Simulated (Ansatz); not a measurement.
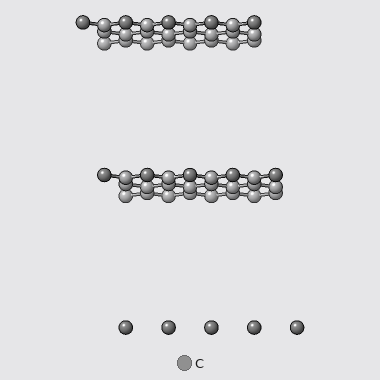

The system is Si on a C(101) slab cut from the P6/mmm phase, its upper half relaxed before the scan (12 atoms of substrate and one adsorbate in a 2 × 1 cell); the picture shows it without the atoms that are moved over the map. Si is moved over the surface cell; relaxed at each place: the height of the adsorbate's atoms; substrate rigid; the origin of the map has the adsorbate above C11. Places are given modulo a cell vector. The map is drawn in real space over the plane of the surface. The scan uses a 4 × 4 grid. Places are given in fractions of the 1 × 1 surface cell. All energies are given in eV relative to the lowest grid point. The relaxed height changes by up to 1.4 Å between neighbouring points. These are results of Ansatz, DFT PBE, scalar-relativistic, plane waves, PAW, not measurements. Settings: cutoff 420 eV, k-mesh 6×3×1, gaussian smearing 0.1 eV, no spin polarisation.

Range: position of Si13 along the first surface vector from 0.00 to 0.75; position of Si13 along the second surface vector from 0.00 to 0.75.

Predict the map.

Answer. The lowest grid point is at a bridge site between two C atoms, (2/4, 0/4) of the cell vectors. The highest grid point, (3/4, 2/4) of the cell vectors, lies 6.1 eV above the lowest.

```
second ↓, first →  0/4  1/4  2/4  3/4
              3/4  3.7  3.7  3.7  3.7
              2/4  6.1  6.1  6.1  6.1
              1/4  2.9  2.9  2.8  2.8
              0/4  0.9  0.5  0.0  0.5
```

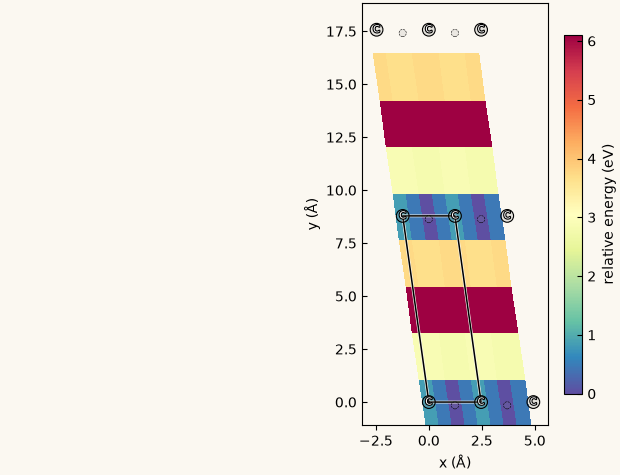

The picture shows one coloured cell a grid point, labelled circles for the atoms of the top layer and small ones for the second layer, the outline of one cell of the 2 × 2 shown.

Each point was launched as `ansatz run input.yaml --threads 4 --pin off --max-ram 12288MiB --backend cpu --events-out ev --progress --plain --runs-dir out`. The whole map (16 points run) took 19 min on 4 threads of Arm Neoverse V1, on a shared host.

PAW datasets: the set soft_1.
